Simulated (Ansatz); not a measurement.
MoSi2: geometry relaxation (part 3 of 3)

The same run, continued: MoSi2 (I4/mmm, 3 atoms in the cell); DFT, PBE, plane waves, PAW, no spin polarisation (Ansatz 0.2.0); cutoff 240 eV, 18×18×18 k-mesh, Fermi–Dirac smearing of 0.15 eV. The structure derives from an entry of the Crystallography Open Database. The settings are looser than a standard set-up, so the numbers are not reference values.

Geometry of the input (Å; fractional positions):
```
-1.6088  1.6088  3.9489
1.6088  -1.6088  3.9489
1.6088  1.6088  -3.9489
Si 0.3351  0.3351  0.0000
Si 0.6649  0.6649  0.0000
Mo 0.0000  0.0000  0.0000
```

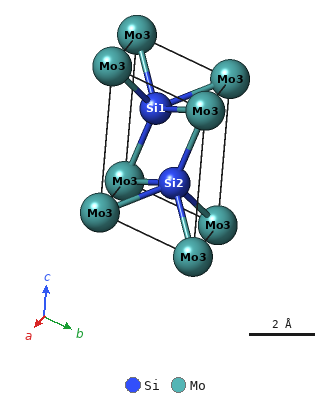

Fig. 1: The geometry at step 15 of the log (ball-and-stick view of the reduced cell, seen slightly off an axis; atoms are numbered from 1 in the order of the input).

### Trajectory as extended XYZ, continued
```
3
Lattice="-1.6087 1.6087 3.9518 1.6087 -1.6087 3.9518 1.6087 1.6087 -3.9518" Properties=species:S:1:pos:R:3:forces:R:3 step=14 energy=-6228.13857 pressure_GPa=-0.00
Si    0.0000    0.0000    2.6477    0.0000   0.0000   0.0000
Si    0.0000    0.0000    5.2559    0.0000   0.0000   0.0000
Mo    0.0000    0.0000    0.0000    0.0000   0.0000   0.0000
3
Lattice="-1.6087 1.6087 3.9519 1.6087 -1.6087 3.9519 1.6087 1.6087 -3.9519" Properties=species:S:1:pos:R:3:forces:R:3 step=15 energy=-6228.13862 pressure_GPa=-0.00
Si    0.0000    0.0000    2.6478    0.0000   0.0000   0.0000
Si    0.0000    0.0000    5.2561    0.0000   0.0000   0.0000
Mo    0.0000    0.0000    0.0000    0.0000   0.0000   0.0000
3
Lattice="-1.6087 1.6087 3.9519 1.6087 -1.6087 3.9519 1.6087 1.6087 -3.9519" Properties=species:S:1:pos:R:3:forces:R:3 step=16 energy=-6228.13870 pressure_GPa=-0.00
Si    0.0000    0.0000    2.6478    0.0000   0.0000   0.0000
Si    0.0000    0.0000    5.2561    0.0000   0.0000   0.0000
Mo    0.0000    0.0000    0.0000    0.0000   0.0000   0.0000
```

### Summary

| quantity | value |
| --- | --- |
| outcome | converged |
| space group (tolerance 0.01 Å) | I4/mmm (139) |
| electrons treated | 22 |
| free energy | −6228.1387 eV |
| Fermi energy | 15.691 eV |
| gap on the k-point mesh | none (metallic) |
| pressure | 0.00 GPa |
| final volume | 40.91 Å³ |
| largest force (length of the vector) at the end | under 0.001 eV/Å |
| final cell | a = 4.560 Å, b = 4.560 Å, c = 4.560 Å, α = 138.68°, β = 138.68°, γ = 59.86° |
| wall time | 2.1 min |
| peak memory | 0.43 GiB |

Settings chosen away from the usual ones: cell and atoms relaxed tightly for response. These settings are looser than, or depart from, a standard set-up, so the numbers are not reference values for this system. Results for this metal are sensitive to the k-point mesh. Warnings of the run: the cutoff is below the recommended one.
